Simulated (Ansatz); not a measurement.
Bi₄Se₃

```
Bi Se
1.0
     4.27000    0.00000    0.00000
    -2.13500    3.69793    0.00000
     0.00000    0.00000   40.00000
Bi Se
12 9
Direct
  0.00000 0.00000 0.14450
  0.66667 0.33333 0.47783
  0.33333 0.66667 0.81117
  0.66667 0.33333 0.18883
  0.33333 0.66667 0.52217
  0.00000 0.00000 0.85550
  0.00000 0.00000 0.28700
  0.66667 0.33333 0.62033
  0.33333 0.66667 0.95367
  0.66667 0.33333 0.04633
  0.33333 0.66667 0.37967
  0.00000 0.00000 0.71300
  0.33333 0.66667 0.08367
  0.00000 0.00000 0.41700
  0.66667 0.33333 0.75033
  0.33333 0.66667 0.24967
  0.00000 0.00000 0.58300
  0.66667 0.33333 0.91633
  0.00000 0.00000 0.00000
  0.66667 0.33333 0.33333
  0.33333 0.66667 0.66667
```

Space group R-3m.

The calculation used Ansatz 0.2.0, DFT PBEsol, scalar-relativistic, plane waves, PAW.

**Predict the valence pseudo-density and electron localisation function between the atoms.**

Bi–Se (2.88 Å): ρ at the midpoint is about 0.32 e/Å³; the ELF is about 0.45 at the midpoint and 0.35 at its lowest between the atoms.
Bi–Se (3.08 Å): the density is about 0.22 e/Å³ at the midpoint; the ELF is about 0.30 at the midpoint.

**Does the calculation make it a metal, or give it a gap?**

It is gapless in this calculation (a metal or semimetal).

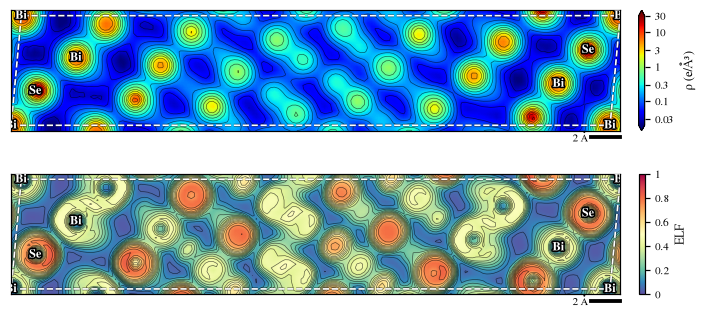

Computed valence pseudo-density and electron localisation function on the (111) plane of the conventional cell, in this order. Atoms just off the plane (Bi, 0.3 Å away and Se, 0.3 Å away) can leave unmarked features too.

In a PAW calculation such maps are meaningful between the atoms, not at the nuclei.
